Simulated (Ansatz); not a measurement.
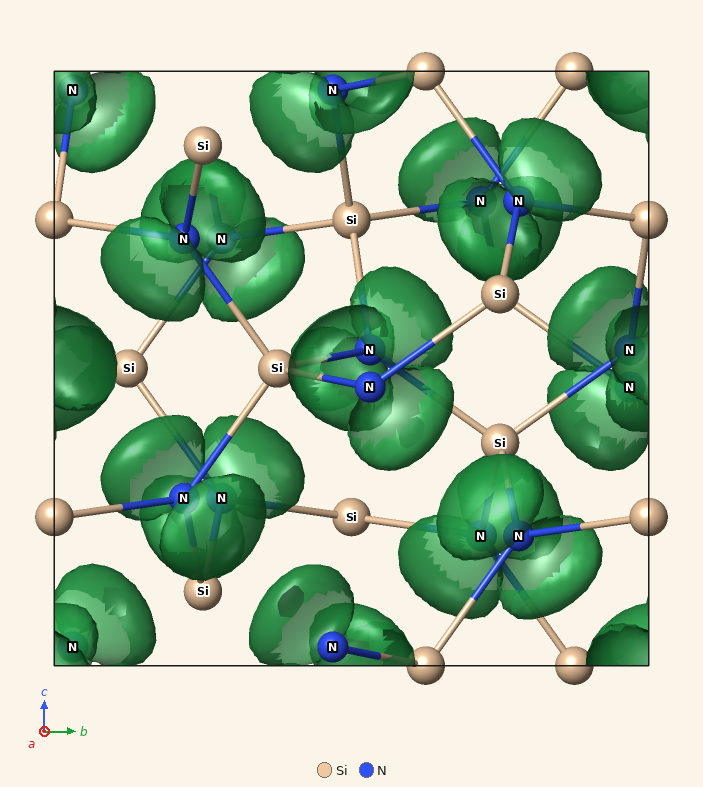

The picture shows: Si₃N₄. Where the hole sits when 1 electron is taken from the 14-atom cell of the calculation (uniform compensating background, atoms fixed); the change of density for each carrier, counted positive where the carrier is: green surfaces at +0.015, none at −0.015 1/Å³, in the conventional cell seen along the a axis (the regions close to the nuclei are left out). Cores are masked to 0.8 Å (Si) and 0.6 Å (N).

Space group I-43d.

These are results of Ansatz 0.2.0, DFT PBE, scalar-relativistic, plane waves, PAW, not measurements.

Core electrons are frozen (PAW), so the fields are smoothed inside the atomic spheres.

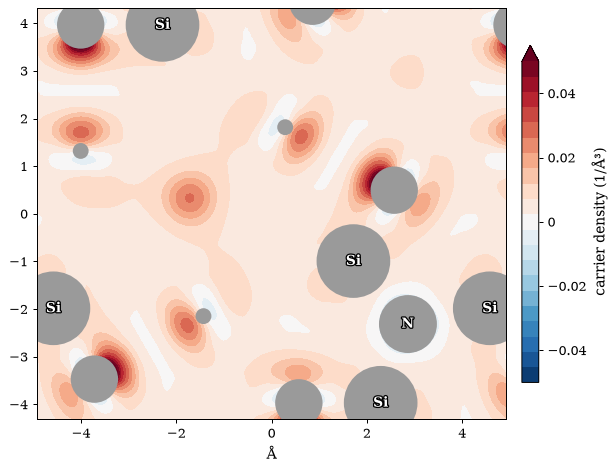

Also shown: a map on the (111) plane of the conventional cell, with grey discs over the atomic cores.

### Where does the doped charge go?

Summed over atomic cells sized by the Bader volumes, the hole divides as N about 90 % and Si about 10 %; these cells fill 15 % (Si) and 85 % (N) of the volume.
- Over the whole cell, outside the cores, it is densest at the edge of the masked core of N.
- The counter-flow of charge adds up to under 0.1 e for each carrier.
- These are shares of the net change, screening included; the states that take the carrier can be more concentrated.
- This is very heavy doping, far beyond the dilute limit.

Run times: 28 s (hole) and 30 s (base cell), on 4 threads of Intel(R) Xeon(R) 6975P-C (Granite Rapids), on a shared host.
